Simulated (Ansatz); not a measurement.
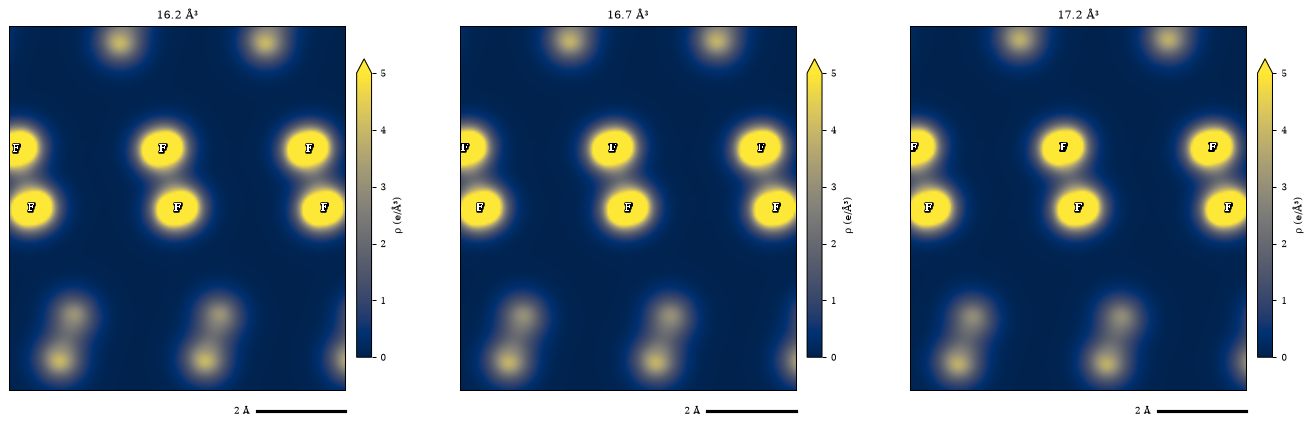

F. The valence electron density of cells scaled evenly to different volumes (given per atom above each panel), on the (101̄) plane of each (indices in the axes of the cell below), at one length scale and on one colour scale.

The calculation used DFT PBE+D3(BJ), scalar-relativistic, plane waves, PAW (Ansatz).

The density is the valence pseudo-density of a PAW calculation; it isn't the true density close to the nuclei.

The largest cell:

```
F
1.0
     2.91201   -1.81421    0.30731
     2.91201    1.81421    0.30731
    -0.84924    0.00000    6.83332
F
4
Cartesian
  4.2865 -0.5956 1.1026
  1.1129 -0.5956 2.9286
  0.6883 0.5956 6.3453
  3.8619 0.5956 4.5193
```

| volume (Å³/atom) | F–F contact in the plane (Å) | ρ at its midpoint (e/Å³) | pressure (GPa) | gap on the mesh (eV) | 
| --- | --- | --- | --- | --- |
| 16.22 | 1.379 | 2.141 | 3.7 | 3.46 | 
| 16.73 | 1.394 | 2.050 | 2.1 | 3.29 | 
| 17.25 | 1.408 | 1.963 | 0.8 | 3.14 | 
| 17.77 | 1.422 | ? | ? | ? | 
| 18.29 | 1.436 | 1.853 | −1.4 | 2.85 | 

Question: Estimate the missing row, and compare with the calculation.

Answer: Over the known rows ln ρ falls by 2.53 per Å of F–F distance (a least-squares line), which gives 1.911 e/Å³ at 1.422 Å; the calculation gives 1.931 e/Å³. For the pressure, a straight line in volume between the neighbouring rows gives −0.3 GPa; the calculation gives −0.4. For the gap on the mesh, a straight line in volume between the neighbouring rows gives 3.00 eV; the calculation gives 2.99.
